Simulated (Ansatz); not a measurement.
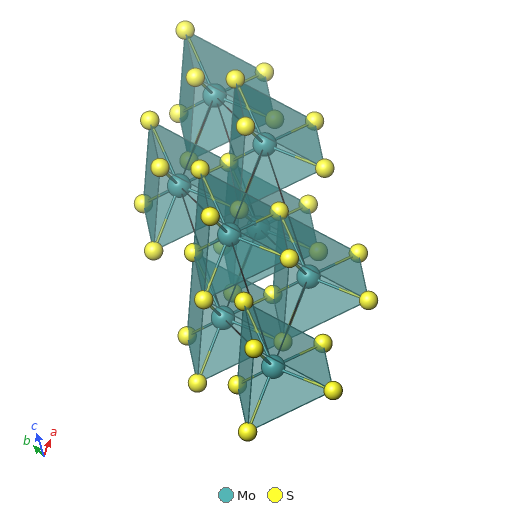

System: MoS₂, space group R3m (No. 160). The picture shows the cell.

Structure:
```yaml
crystal:
  lattice:
    - [1.57647, 0.91018, 5.99653]
    - [-1.57647, 0.91018, 5.99653]
    - [0.00000, -1.82036, 5.99653]
  atoms:
    - { symbol: Mo, position: [0.00002, 0.00002, 0.00002] }
    - { symbol: S, position: [0.75356, 0.75356, 0.75356] }
    - { symbol: S, position: [0.57972, 0.57972, 0.57972] }
```

Computed with Ansatz 0.2.0: all atoms of one element of a crystal moved along a line, all else fixed, by plane-wave density functional theory with PAW datasets, free energies less that of the undisturbed cell; scalar-relativistic. Level: PBE with D3(BJ), no spin polarisation.

```
       setting                                         value
   wave cutoff                                        420 eV
        k mesh                                      12×12×12
   occupations                                      Gaussian
smearing width                                       0.05 eV
       k shift                        (0, 0, 0) (mesh steps)
         start                                       relaxed
 moved element                                            Mo
     direction  (0, -0.7587, 0.6514) (Cartesian unit vector)
```

Describe the result: the energy change and force along the direction (sum over moved atoms) against displacement. The displacement takes the values −0.3000, −0.2250, −0.1500, −0.0750, 0.0000, 0.0750, 0.1500, 0.2250, 0.2625, 0.3000 Å.

The energy rises on both sides of the starting structure, which is therefore a minimum along this path. The energy change is 1.09 eV/cell at displacement −0.3000 Å and 1.15 eV/cell at 0.3000 Å; the lowest computed point is at displacement 0.0000 Å (0.00 eV/cell), in a single well. The force along the direction (sum over moved atoms) falls from 7.1 eV/Å at displacement −0.3000 Å to −7.9 eV/Å at 0.3000 Å, and changes sign near 0.000 Å. The harmonic force constant k (E = k x²/2 near the start) is 24.6 eV/Å².

```tsv
displacement (Å)	energy change (eV/cell)	force along the direction (sum over moved atoms) (eV/Å)
-0.3000	1.09	7.1
-0.2250	0.62	5.4
-0.1500	0.27	3.7
-0.0750	0.07	1.8
0.0000	0.00	0.0
0.0750	0.07	-1.9
0.1500	0.28	-3.8
0.2250	0.64	-5.8
0.2625	0.87	-6.8
0.3000	1.15	-7.9
```

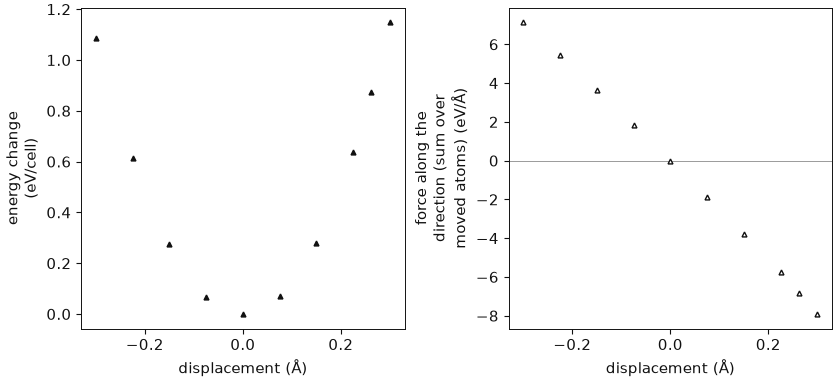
